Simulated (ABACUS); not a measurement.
# Nb: band-structure run

Nb (Im-3m, 1 atom in the cell), computed with Kohn-Sham DFT of a periodic cell, TM, SG15 ONCV 1.2 PBE, no spin polarisation (ABACUS 3.10.1).

The structure derives from an entry of the Crystallography Open Database. It belongs to a series of runs on one base structure; here: bands on the converged density.

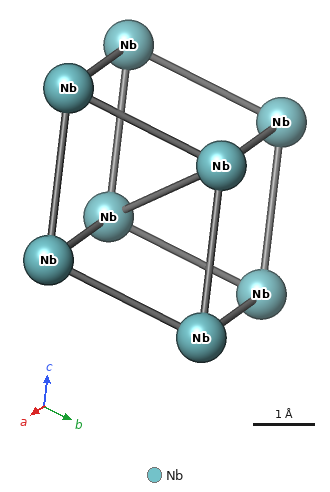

The structure as given in the input (ball-and-stick view of the cell of the calculation, seen slightly off an axis). Near neighbours in the crystal (not all of them lie inside the picture): Nb has 8 Nb at 2.88 Å.

**Input file**
```
INPUT_PARAMETERS
suffix              Nb
calculation         nscf
basis_type          pw
pseudo_dir          ./
symmetry            -1
dft_functional      MGGA_X_TM+MGGA_C_TM
ecutwfc             95.0
pseudo_rcut         10
nspin               1
nbands              17
ks_solver           dav
smearing_method     fd
smearing_sigma      0.00367493
scf_thr             1e-08
scf_nmax            100
mixing_type         broyden
mixing_beta         0.7
mixing_tau          1
init_chg            file
pw_diag_thr         1e-07
out_band            1
kpar                4
```

**File STRU**
```
ATOMIC_SPECIES
Nb 92.9064 Nb_ONCV_PBE-1.2.upf

LATTICE_CONSTANT
1.8897261246

LATTICE_VECTORS
-1.6639500000 1.6639500000 1.6639500000
1.6639500000 -1.6639500000 1.6639500000
1.6639500000 1.6639500000 -1.6639500000

ATOMIC_POSITIONS
Direct

Nb
0.0
1
0.0000000000 0.0000000000 0.0000000000 1 1 1
```

**File KPT**
```
K_POINTS
8
Line
0.00000000 0.00000000 0.00000000 10 // G
0.50000000 -0.50000000 0.50000000 10 // H
0.00000000 0.00000000 0.50000000 10 // N
0.00000000 0.00000000 0.00000000 10 // G
0.25000000 0.25000000 0.25000000 10 // P
0.50000000 -0.50000000 0.50000000 1 // H
0.25000000 0.25000000 0.25000000 10 // P
0.00000000 0.00000000 0.50000000 1 // N
```

Run on 4 threads of Intel Xeon @ 2.50GHz (Skylake/Cascade Lake), 16 GiB of memory available, shared host.

Launch command:
```bash
OMP_NUM_THREADS=1 mpirun -np 4 abacus > log
```

**Log**
```
ABACUS v3.10.1

               Atomic-orbital Based Ab-initio Computation at UStc

 ------------------------------------------------------------------------------------

 READING GENERAL INFORMATION
                           global_out_dir = OUT.Nb/
                           global_in_card = INPUT
                               pseudo_dir = ./
                              orbital_dir =
                                    DSIZE = 4
                                    GSIZE = 1

 READING UNITCELL INFORMATION
                                    ntype = 1
                  lattice constant (Bohr) = 1.88973
              lattice constant (Angstrom) = 1

 READING ATOM TYPE 1
                               atom label = Nb
                      L=0, number of zeta = 1
                      L=1, number of zeta = 1
                      L=2, number of zeta = 1
             number of atom for this type = 1

                        TOTAL ATOM NUMBER = 1
DIRECT COORDINATES
    atom                   x                   y                   z     mag                  vx                  vy                  vz
taud_Nb1            0.0000000000        0.0000000000        0.0000000000  0.0000        0.0000000000        0.0000000000        0.0000000000

                          Volume (Bohr^3) = 124.359
                             Volume (A^3) = 18.4281

 Lattice vectors: (Cartesian coordinate: in unit of a_0)
             -1.66395            +1.66395            +1.66395
             +1.66395            -1.66395            +1.66395
             +1.66395            +1.66395            -1.66395
 Reciprocal vectors: (Cartesian coordinate: in unit of 2 pi/a_0)
                   +0            +0.30049            +0.30049
             +0.30049                  +0            +0.30049
             +0.30049            +0.30049                  +0
 The esolver type has been set to : ksdft_pw

                PAO radial cut off (Bohr) = 10

 Read in pseudopotential file is Nb_ONCV_PBE-1.2.upf
                     pseudopotential type = NC
          exchange-correlation functional = PBE
                 nonlocal core correction = 0
                        valence electrons = 13
                                     lmax = 2
                           number of zeta = 0
                     number of projectors = 6
                           L of projector = 0
                           L of projector = 0
                           L of projector = 1
                           L of projector = 1
                           L of projector = 2
                           L of projector = 2
 XC functional updated to : MGGA_X_TM+MGGA_C_TM
          exchange-correlation functional = MGGA_X_TM+MGGA_C_TM
     initial pseudo atomic orbital number = 0

 SETUP THE ELECTRONS NUMBER
            electron number of element Nb = 13
      total electron number of element Nb = 13
            AUTOSET number of electrons:  = 13
                           occupied bands = 7
                                   NBANDS = 17
                                   NLOCAL = 9

%%%%%%%%%%%%%%%%%%%%%%%%%%%%%%%%%%%%%%%%%%%%%%%%%%%%%%%%%%%%%%%%%%%%%%%%%%%%%%%%%%%%%%%%%%%%%%%%%%%%%%%%%%
 Warning: the number of valence electrons in pseudopotential > 5 for Nb: [Kr] 4d4 5s1
 Pseudopotentials with additional electrons can yield (more) accurate outcomes, but may be less efficient.
 If you're confident that your chosen pseudopotential is appropriate, you can safely ignore this warning.
%%%%%%%%%%%%%%%%%%%%%%%%%%%%%%%%%%%%%%%%%%%%%%%%%%%%%%%%%%%%%%%%%%%%%%%%%%%%%%%%%%%%%%%%%%%%%%%%%%%%%%%%%%

 SETUP THE PLANE WAVE BASIS
 energy cutoff for charge/potential (unit:Ry) = 380
            fft grid for charge/potential = [ 36, 36, 36 ]
                        fft grid division = [ 1, 1, 1 ]
        big fft grid for charge/potential = [ 36, 36, 36 ]
                                     nbxx = 46656
                                     nrxx = 46656

 SETUP PLANE WAVES FOR CHARGE/POTENTIAL
                    number of plane waves = 15587
                         number of sticks = 841

 PARALLEL PW FOR CHARGE/POTENTIAL
     PROC   COLUMNS(POT)             PW
        1            841          15587
 --------------- sum -------------------
        1            841          15587
                            number of |g| = 176
                                  max |g| = 34.1312
                                  min |g| = 0

----------- Double Check Mixing Parameters Begin ------------
mixing_type: broyden
mixing_beta: 0.7
mixing_gg0: 1
mixing_gg0_min: 0.1
mixing_ndim: 8
----------- Double Check Mixing Parameters End ------------

 SETUP K-POINTS
                                    nspin = 1
                                   nkstot = 62
K-POINTS DIRECT COORDINATES
 KPOINTS    DIRECT_X    DIRECT_Y    DIRECT_Z  WEIGHT
       1  0.00000000  0.00000000  0.00000000  1.0000
       2  0.05000000 -0.05000000  0.05000000  1.0000
       3  0.10000000 -0.10000000  0.10000000  1.0000
       4  0.15000000 -0.15000000  0.15000000  1.0000
       5  0.20000000 -0.20000000  0.20000000  1.0000
       6  0.25000000 -0.25000000  0.25000000  1.0000
       7  0.30000000 -0.30000000  0.30000000  1.0000
       8  0.35000000 -0.35000000  0.35000000  1.0000
       9  0.40000000 -0.40000000  0.40000000  1.0000
      10  0.45000000 -0.45000000  0.45000000  1.0000
      11  0.50000000 -0.50000000  0.50000000  1.0000
      12  0.45000000 -0.45000000  0.50000000  1.0000
      13  0.40000000 -0.40000000  0.50000000  1.0000
      14  0.35000000 -0.35000000  0.50000000  1.0000
      15  0.30000000 -0.30000000  0.50000000  1.0000
      16  0.25000000 -0.25000000  0.50000000  1.0000
      17  0.20000000 -0.20000000  0.50000000  1.0000
      18  0.15000000 -0.15000000  0.50000000  1.0000
      19  0.10000000 -0.10000000  0.50000000  1.0000
      20  0.05000000 -0.05000000  0.50000000  1.0000
      21  0.00000000  0.00000000  0.50000000  1.0000
      22  0.00000000  0.00000000  0.45000000  1.0000
      23  0.00000000  0.00000000  0.40000000  1.0000
      24  0.00000000  0.00000000  0.35000000  1.0000
      25  0.00000000  0.00000000  0.30000000  1.0000
      26  0.00000000  0.00000000  0.25000000  1.0000
      27  0.00000000  0.00000000  0.20000000  1.0000
      28  0.00000000  0.00000000  0.15000000  1.0000
      29  0.00000000  0.00000000  0.10000000  1.0000
      30  0.00000000  0.00000000  0.05000000  1.0000
[... 32 further k points ...]

           k-point number in this process = 16
       minimum distributed K point number = 15

[... K-POINTS CARTESIAN COORDINATES: 16 rows ...]

[... K-POINTS DIRECT COORDINATES: 16 rows ...]

 SETUP PLANE WAVES FOR WAVE FUNCTIONS
     energy cutoff for wavefunc (unit:Ry) = 95
              fft grid for wave functions = [ 36, 36, 36 ]
                    number of plane waves = 2587
                         number of sticks = 261

 PARALLEL PW FOR WAVE FUNCTIONS
     PROC   COLUMNS(POT)             PW
        1            261           2587
 --------------- sum -------------------
        1            261           2587

 SETUP NONLOCAL PSEUDOPOTENTIALS IN PLANE WAVE BASIS
 Nb non-local projectors:
 projector 1 L=0
 projector 2 L=0
 projector 3 L=1
 projector 4 L=1
 projector 5 L=2
 projector 6 L=2
      TOTAL NUMBER OF NONLOCAL PROJECTORS = 18

 Init Non-Local PseudoPotential table :
 Init Non-Local-Pseudopotential done.

                                     npwx = 1961

 -------------------------------------------
 NONSELF-CONSISTENT
 -------------------------------------------
                                 init_chg = file
 try to read charge from file
 Read in the charge density: OUT.Nb//Nb-CHARGE-DENSITY.restart
 try to read kinetic energy density from file
 Read in the kinetic energy density: OUT.Nb//Nb-TAU-DENSITY.restart

 PW ALGORITHM --------------- ION=   1  ELEC=   1--------------------------------
 k(1/62) Iter steps (avg)=17 threshold=1e-07
 k(2/62) Iter steps (avg)=19 threshold=1e-07
 k(3/62) Iter steps (avg)=15 threshold=1e-07
 k(4/62) Iter steps (avg)=16 threshold=1e-07
 k(5/62) Iter steps (avg)=26 threshold=1e-07
 k(6/62) Iter steps (avg)=19 threshold=1e-07
 k(7/62) Iter steps (avg)=20 threshold=1e-07
 k(8/62) Iter steps (avg)=15 threshold=1e-07
 k(9/62) Iter steps (avg)=16 threshold=1e-07
 k(10/62) Iter steps (avg)=22 threshold=1e-07
 k(11/62) Iter steps (avg)=16 threshold=1e-07
 k(12/62) Iter steps (avg)=30 threshold=1e-07
 k(13/62) Iter steps (avg)=24 threshold=1e-07
 k(14/62) Iter steps (avg)=20 threshold=1e-07
 k(15/62) Iter steps (avg)=17 threshold=1e-07
 k(16/62) Iter steps (avg)=16 threshold=1e-07
[... levels at 16 k points of this process ...]

 Density error is 0.00000000000
                          Error Threshold = 1.00000000000e-07
----------------------------------------------------------
     Energy           Rydberg                 eV
----------------------------------------------------------
 E_KohnSham     -114.0638154396      -1551.9178255988
 E_KS(sigma->0) -114.0630345331      -1551.9072008209
 E_Harris       -114.0638154396      -1551.9178255988
 E_band         -5.4566518980        -74.2415578150
 E_one_elec     -17.7603375203       -241.6417886797
 E_Hartree      15.0836191338        205.2231666815
 E_xc           -13.5880954955       -184.8755237071
 E_Ewald        -97.7974397446       -1330.6024303378
 E_entropy(-TS) -0.0015618130        -0.0212495558
 E_descf        0.0000000000         0.0000000000
 E_exx          0.0000000000         0.0000000000
 E_Fermi        1.3226558808         17.9956564718
----------------------------------------------------------

 charge density convergence is achieved
 final etot is -1551.9178256 eV
 EFERMI = 17.995656472 eV

 STATE ENERGY(eV) AND OCCUPATIONS    NSPIN == 1
 1/16 kpoint (Cartesian) = 0.0000 0.0000 0.0000 (1961 pws)
       1       -37.3433      0.0322581
       2       -12.5300      0.0322581
       3       -12.5300      0.0322581
       4       -12.5300      0.0322581
       5        11.6880      0.0322581
       6        17.9937      0.0164436
       7        17.9937      0.0164436
       8        17.9937      0.0164436
       9        20.8712    3.40335e-27
      10        20.8712    3.40335e-27
      11        31.6169        0.00000
      12        31.6169        0.00000
      13        31.6169        0.00000
      14        41.8781        0.00000
      15        41.8781        0.00000
      16        45.2424        0.00000
      17        45.2424        0.00000

 2/16 kpoint (Cartesian) = 0.0000 0.030049 0.0000 (1941 pws)
       1       -37.3330      0.0322581
       2       -12.5743      0.0322581
       3       -12.5497      0.0322581
       4       -12.5497      0.0322581
       5        11.8853      0.0322581
       6        17.9695      0.0202585
       7        17.9695      0.0202585
       8        18.0845     0.00466931
       9        20.5626    1.63144e-24
      10        20.9755    4.23080e-28
      11        31.9012        0.00000
      12        31.9642        0.00000
      13        31.9642        0.00000
      14        39.9136        0.00000
      15        42.2191        0.00000
      16        44.9885        0.00000
      17        44.9885        0.00000

 3/16 kpoint (Cartesian) = 0.0000 0.060098 0.0000 (1949 pws)
       1       -37.3035      0.0322581
       2       -12.6950      0.0322581
       3       -12.6070      0.0322581
       4       -12.6070      0.0322581
       5        12.4464      0.0322581
       6        17.9320      0.0252023
       7        17.9320      0.0252023
       8        18.3537    2.50100e-05
       9        19.7633    1.42776e-17
      10        21.2650    1.29280e-30
      11        32.6160        0.00000
      12        32.9457        0.00000
      13        32.9457        0.00000
      14        36.9752        0.00000
      15        43.2471        0.00000
      16        44.0610        0.00000
      17        44.0610        0.00000

 4/16 kpoint (Cartesian) = 0.0000 0.090147 0.0000 (1950 pws)
       1       -37.2586      0.0322581
       2       -12.8612      0.0322581
       3       -12.6971      0.0322581
       4       -12.6971      0.0322581
       5        13.2787      0.0322581
       6        17.9623      0.0213124
       7        17.9623      0.0213124
       8        18.7163    1.77553e-08
       9        18.7918    3.92098e-09
      10        21.6607    4.72130e-34
      11        33.5070        0.00000
      12        34.3663        0.00000
      13        34.3663        0.00000
      14        34.3846        0.00000
      15        42.4658        0.00000
      16        42.4658        0.00000
      17        44.9535        0.00000

 5/16 kpoint (Cartesian) = 0.0000 0.12020 0.0000 (1950 pws)
       1       -37.2038      0.0322581
       2       -13.0351      0.0322581
       3       -12.8121      0.0322581
       4       -12.8121      0.0322581
       5        14.2188      0.0322581
       6        17.6153      0.0322420
       7        18.1435     0.00159254
       8        18.1435     0.00159254
       9        19.3808    2.99952e-14
      10        22.0241    3.29412e-37
      11        32.5997        0.00000
      12        34.4023        0.00000
      13        35.6631        0.00000
      14        35.6631        0.00000
      15        40.9927        0.00000
      16        40.9927        0.00000
      17        46.5615        0.00000

 6/16 kpoint (Cartesian) = 0.0000 0.15024 0.0000 (1934 pws)
       1       -37.1456      0.0322581
       2       -13.1840      0.0322581
       3       -12.9411      0.0322581
       4       -12.9411      0.0322581
       5        15.0082      0.0322581
       6        16.5791      0.0322581
       7        18.5358    6.56803e-07
       8        18.5358    6.56803e-07
       9        20.0918    2.00228e-20
      10        22.2798    1.98129e-39
      11        31.9571        0.00000
      12        35.2333        0.00000
      13        35.3347        0.00000
      14        35.3347        0.00000
      15        41.3504        0.00000
      16        41.3504        0.00000
      17        44.9869        0.00000

[... levels at 10 further k points ...]

 --------------------------------------------
 !FINAL_ETOT_IS -1551.917825598842 eV
 --------------------------------------------

 Output bands in file: OUT.Nb/BANDS_1.dat
```

**Standard output**
```
ABACUS v3.10.1

               Atomic-orbital Based Ab-initio Computation at UStc

 dft_functional readin is: MGGA_X_TM+MGGA_C_TM
 dft_functional in pseudopot file is: PBE
 Please make sure this is what you need

%%%%%%%%%%%%%%%%%%%%%%%%%%%%%%%%%%%%%%%%%%%%%%%%%%%%%%%%%%%%%%%%%%%%%%%%%%%%%%%%%%%%%%%%%%%%%%%%%%%%%%%%%
 Warning: the number of valence electrons in pseudopotential > 5 for Nb: [Kr] 4d4 5s1
 Pseudopotentials with additional electrons can yield (more) accurate outcomes, but may be less efficient.
 If you're confident that your chosen pseudopotential is appropriate, you can safely ignore this warning.
%%%%%%%%%%%%%%%%%%%%%%%%%%%%%%%%%%%%%%%%%%%%%%%%%%%%%%%%%%%%%%%%%%%%%%%%%%%%%%%%%%%%%%%%%%%%%%%%%%%%%%%%%

 UNIFORM GRID DIM        : 36 * 36 * 36
 UNIFORM GRID DIM(BIG)   : 36 * 36 * 36
func,idMGGA_X_TM 540
func,idMGGA_C_TM 251
 ---------------------------------------------------------
 ---------------------------------------------------------
 SPIN    KPOINTS         PROCESSORS  THREADS
 1       62              4           4
 ---------------------------------------------------------
 Use plane wave basis
 ---------------------------------------------------------
 ELEMENT NATOM       XC
 Nb      1
 ---------------------------------------------------------
 Initial plane wave basis and FFT box
 ---------------------------------------------------------
 -------------------------------------------
 NONSELF-CONSISTENT :
 -------------------------------------------
 START CHARGE      : file
 ITER       ETOT/eV          EDIFF/eV         DRHO         DKIN     TIME/s
 DA1     -1.55191783e+03   0.00000000e+00   0.0000e+00   0.0000e+00  40.08
```

**Key numbers**

```json
{"quantity": "outcome", "value": "converged"}
{"quantity": "space group (tolerance 0.01 Å)", "value": "Im-3m (229)"}
{"quantity": "electrons treated", "value": "13"}
{"quantity": "Fermi energy of the self-consistent step", "value": "17.458 eV"}
{"quantity": "wall time", "value": "41 s (CPU time 2.7 min)"}
{"quantity": "peak memory", "value": "0.36 GiB"}
```
